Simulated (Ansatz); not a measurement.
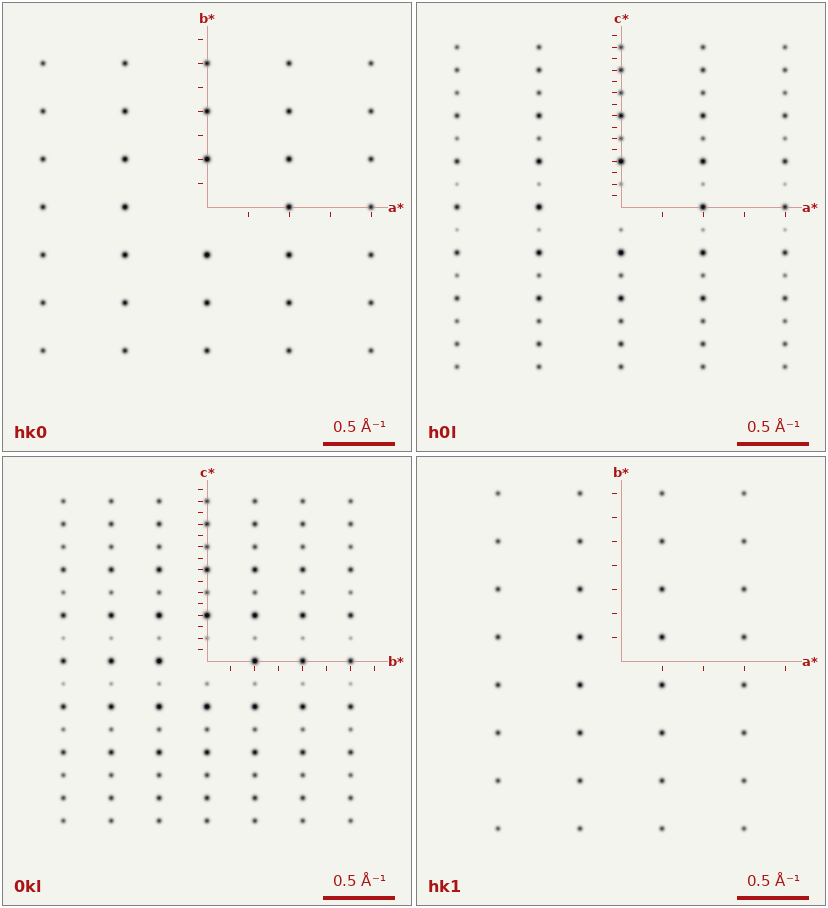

Four undistorted layers of reciprocal space, calculated for a single crystal (X-rays, kinematic |F|², B = 0.5 Å²). Tick marks count the reciprocal lattice steps of the conventional cell along each axis.

**Read the reciprocal cell and give the direct cell.**

a* = 0.292, b* = 0.170, c* = 0.081 Å⁻¹; the cell is orthorhombic with a = 3.43 Å, b = 5.87 Å, c = 12.31 Å.

**List the systematic absences.**

Reflections are present only under these conditions. hkl: h + k = 2n, h + l = 2n; hk0: h = 2n, k = 2n; h0l: h = 2n, l = 2n; 0kl: k = 2n, l = 2n; h00: h = 2n; 0k0: k = 2n; 00l: l = 2n. The lattice is face-centred (F).

**Which space groups fit?**

The intensities have Laue symmetry mmm (the hk0 layer shows 2mm, hk1 shows 2mm). With these conditions the candidates are F222 (No. 22), Fmm2 (No. 42), Fmmm (No. 69). Diffraction geometry alone does not choose among them; the structure has Fmmm. The compound is Pb. Structure: coordinates from a relaxation with DFT PBEsol, scalar-relativistic, plane waves, PAW in Ansatz; the starting structure was generated, so it need not be a known form of this composition.
